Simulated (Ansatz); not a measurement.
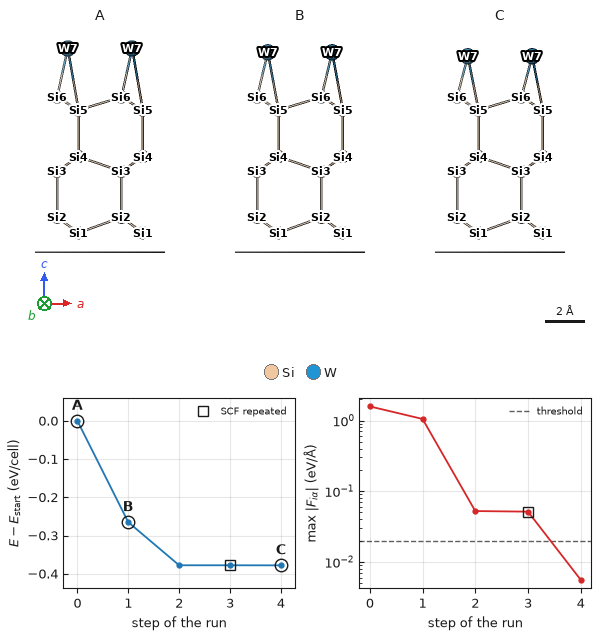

Frames of a constrained relaxation of a slab of composition Si$_{6}$W (cut from the P6_3/mmc phase), marked on the history of the run. A ball-and-stick model of the 2 × 1 repeat of the cell, outlined in the plane, without the vacuum, seen along the b axis.

Case: W over the place (1/6, 2/6) of the surface cell, its height relaxed. The slab is the (0 0 1) face of Si with W on it. 6 atoms are held fixed.

Computed with DFT PBEsol, scalar-relativistic, plane waves, PAW (Ansatz 0.2.0). (plane-wave cutoff 420 eV; k-point mesh 9 × 9 × 1; occupations gaussian; smearing width 0.05 eV; collinear spin; dipole correction; atoms relaxed in a fixed cell; force threshold 0.02 eV/Å; at most 25 steps)

### Describe the path.

The largest move is that of W7, 0.40 Å along the normal (−c). Si stays in place. The cell doesn't change. Some distances before and after: Si5–W7 3.357 → 2.984 Å, Si6–W7 2.733 → 2.374 Å. Bond angles that change, for instance: Si5–Si6–W7 83.1° → 79.2°, Si4–Si5–W7 160.8° → 158.3°. Over 3 accepted moves (4 points after the start) the energy falls by 0.378 eV per cell of the calculation. The largest force component goes from 1.6 to 0.0056 eV/Å. 1 step only repeated the SCF at the same geometry. From step 0 to 1: W7 moves most (0.19 Å), energy −0.265 eV per cell of the calculation. From step 1 to 4: W7 moves most (0.20 Å), energy −0.113 eV per cell of the calculation.

```
step  E − E(0), meV/atom  largest force component, eV/Å                         note
   0                0.00                         1.5839                             
   1              -37.88                         1.0526                             
   2              -53.97                         0.0524                             
   3              -53.97                         0.0514  same geometry, SCF repeated
   4              -54.00                         0.0056
```

Limits of the set-up: the periodic images lie only 3.8 Å apart, so the values are limited by the cell's size.
